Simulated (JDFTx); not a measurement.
## Energy of Sn along an even scaling of the cell

System: Sn (Fd-3m, 2 atoms in the cell).
Method: Kohn-Sham DFT of a periodic cell, r2SCAN, SG15-PBE-1.2, no spin polarisation (JDFTx 1.7.0 (patched build)).

The 6 runs differ only in the geometry, by an even scaling of the cell at fixed fractional positions. The structure derives from an entry of the Crystallography Open Database.

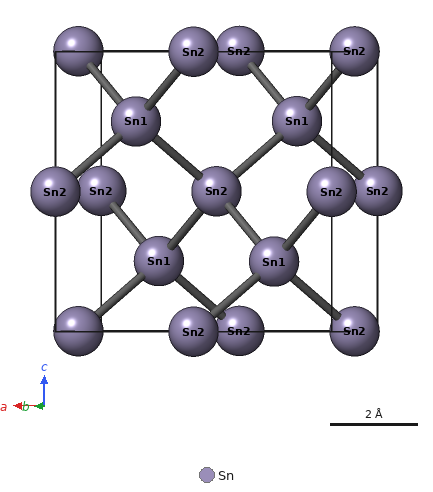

Figure 1. The structure of run 4 (ball-and-stick view of the cell 4 times as large as that of the calculation, set on its symmetry axes, seen at an oblique angle; atoms are numbered from 1 in the order of the input). An atom can appear more than once, as a periodic image.

## Input of run 4
```
lattice \
    0.0000000000     6.1101323590     6.1101323590 \
    6.1101323590     0.0000000000     6.1101323590 \
    6.1101323590     6.1101323590     0.0000000000
coords-type Cartesian
ion Sn     9.1651985385     9.1651985385     9.1651985385 1
ion Sn     6.1101323590     6.1101323590     6.1101323590 1

ion-species pseudo/Sn.upf
elec-cutoff 40 320
elec-ex-corr mgga-x-r2scan mgga-c-r2scan
kpoint-folding 5 5 5
elec-smearing Fermi 0.0018374661
elec-n-bands 21
electronic-SCF nIterations 100 energyDiffThreshold 1e-09
electronic-minimize nIterations 30 energyDiffThreshold 1e-7
forces-output-coords Cartesian

dump-name run.$VAR
dump End Ecomponents EigStats BandEigs Kpoints Forces Stress
```

Command:
```bash
jdftx -c 1 -i Sn.in -o Sn.out
```

Run 3 differs from it as follows:
```diff
-    0.0000000000     6.1101323590     6.1101323590 \
-    6.1101323590     0.0000000000     6.1101323590 \
-    6.1101323590     6.1101323590     0.0000000000
+    0.0000000000     6.0691235237     6.0691235237 \
+    6.0691235237     0.0000000000     6.0691235237 \
+    6.0691235237     6.0691235237     0.0000000000
-ion Sn     9.1651985385     9.1651985385     9.1651985385 1
-ion Sn     6.1101323590     6.1101323590     6.1101323590 1
+ion Sn     9.1036852856     9.1036852856     9.1036852856 1
+ion Sn     6.0691235237     6.0691235237     6.0691235237 1
```

## Results, with one run withheld

| run | volume per atom (Å³) | free energy per atom, from the lowest run given (meV) | pressure (GPa) |
| --- | --- | --- | --- |
| 1 | 31.775 | 31.82 | 4.14 |
| 2 | 32.451 | 16.92 | 2.88 |
| 3 | 33.127 | ? | ? |
| 4 | 33.803 | 1.49 | 0.77 |
| 5 | 34.479 | 0.00 | −0.12 |
| 6 | 35.831 | 7.36 | −1.64 |

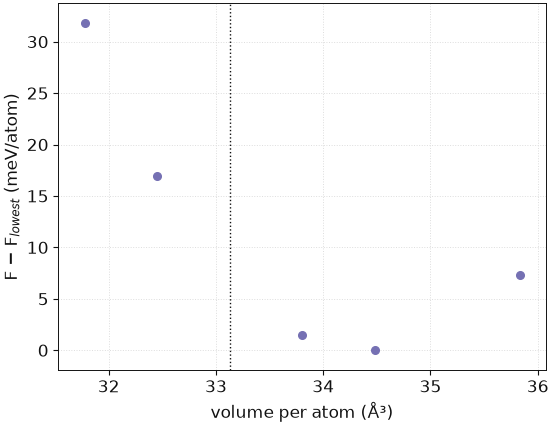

Figure 2. Free energy per atom of the runs given; the dotted line marks run 3.

Fit the runs given and predict run 3.

A cubic polynomial in V^(−2/3) (the Birch–Murnaghan form), fitted to the 5 runs given, misses them by under 0.01 meV per atom. With x = V^(−2/3) − 0.09601 Å⁻², it reads F = 2.6054 + 3533.7 x + 1.1935e+06 x² + 3.3747e+06 x³ (meV per atom). At run 3 it gives 6.98 meV per atom, and the run itself gives 6.98. The slope of the fit gives a pressure −dF/dV of 1.81 GPa there, and the run prints 1.77 GPa. The fit has its minimum at 34.412 Å³ per atom, where V d²F/dV² gives 43.6 GPa: the bulk modulus at this level, since symmetry fixes the shape and the positions.

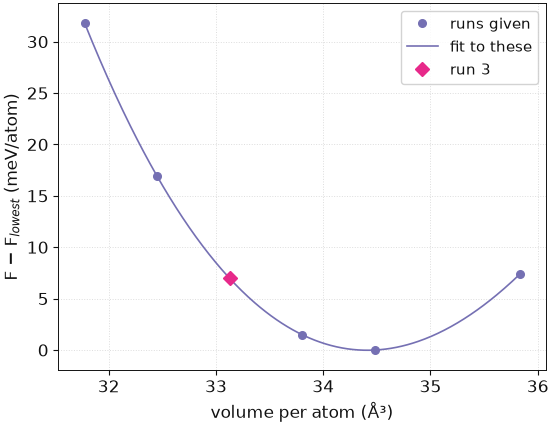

Figure 3. The fit and the withheld run.

## Some lines of the output (run 3)
```
[...]
unit cell volume = 447.103
     Etot =     -119.9215462593657122
        F =     -119.9216975341359586
	HOMO-LUMO gap: +0.022883
	Optical gap  : +0.029353 at state 0 ( [ +0.000000 +0.000000 +0.000000 ] spin 0 )
```

Notes: Points of doubt noted for this run: coarse mesh; metagga forces on grid.
